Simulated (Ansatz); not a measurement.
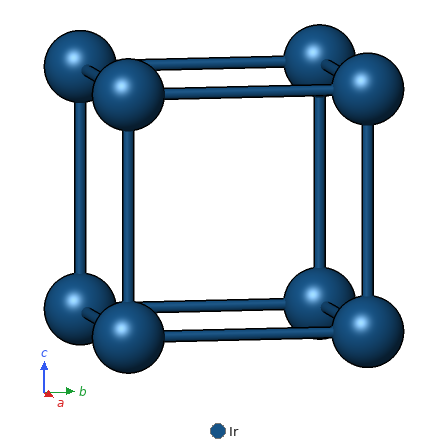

System: Ir, space group Pm-3m (No. 221). The picture shows the conventional cell.

The given structure:
```cif
data_structure
_symmetry_space_group_name_H-M 'P 1'
_symmetry_Int_Tables_number 1
_cell_length_a 2.5700
_cell_length_b 2.5700
_cell_length_c 2.5700
_cell_angle_alpha 90.000
_cell_angle_beta 90.000
_cell_angle_gamma 90.000
_cell_volume 16.97
loop_
_atom_site_label
_atom_site_type_symbol
_atom_site_fract_x
_atom_site_fract_y
_atom_site_fract_z
_atom_site_occupancy
Ir1 Ir 0.00000 0.00000 0.00000 1
```

How it was computed, with Ansatz 0.2.0: periodic Kohn-Sham DFT of a crystal at fixed atoms, scaled to the stated factor times the given cell; pressure positive in compression, energy less spherical unpolarised free atoms. Level: PBE.

| setting | value |
| --- | --- |
| method | all-electron LAPW |
| relativity | scalar |
| k mesh | 14×14×14 |
| occupations | Fermi–Dirac |
| smearing width | 0.05 eV |
| basis error target | 1 (meV/atom) |
| nucleus | Gaussian |

V(given) is 16.97 Å³/atom.

Describe the result: the energy less free atoms and pressure against V/V(given). The V/V(given) takes the values 0.941, 0.980, 1.000, 1.020, 1.060.

A third-order Birch–Murnaghan fit gives V0 = 16.98 Å³/atom, B0 = 246 GPa and B′ = 5.0. The energy less free atoms is −8.1953 eV/atom at V/V(given) 0.941 and −8.2060 eV/atom at 1.060; the lowest computed point is at V/V(given) 1.000 (−8.2476 eV/atom). The pressure falls from 17.6 GPa at V/V(given) 0.941 to −12.4 GPa at 1.060, and changes sign near 1.000.

```json
{"V/V(given)": "0.941", "energy less free atoms (eV/atom)": "-8.1953", "pressure (GPa)": "17.6"}
{"V/V(given)": "0.980", "energy less free atoms (eV/atom)": "-8.2421", "pressure (GPa)": "5.2"}
{"V/V(given)": "1.000", "energy less free atoms (eV/atom)": "-8.2476", "pressure (GPa)": "0.0"}
{"V/V(given)": "1.020", "energy less free atoms (eV/atom)": "-8.2426", "pressure (GPa)": "-4.6"}
{"V/V(given)": "1.060", "energy less free atoms (eV/atom)": "-8.2060", "pressure (GPa)": "-12.4"}
```

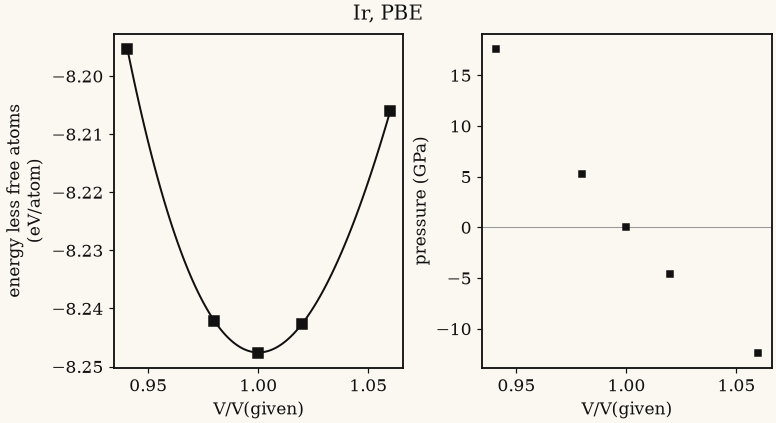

Keep in mind: no spin-orbit coupling on heavy atoms.
